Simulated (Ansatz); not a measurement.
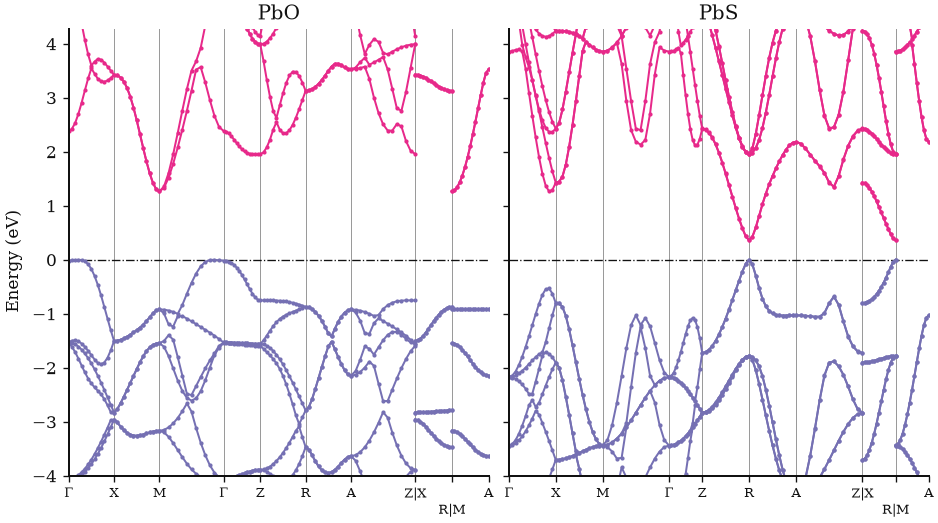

Band structures of two compounds with space group P4/nmm and 4 atoms in the cell that differ in one element, each in its own cell. Zero is the valence-band top, or the Fermi level for a metal. Ansatz; DFT PBE+D3(BJ), scalar-relativistic, plane waves, PAW, no spin polarisation.

Question: What does putting S in place of O do to the gap?

Answer: Gaps along the path: PbO 1.27 eV (indirect), at 20.3 Å³ per atom; PbS 0.36 eV (direct), at 26.1 Å³ per atom. Going from O to the heavier S narrows the gap by 0.90 eV.

Spin-orbit coupling is left out, which matters for Pb.
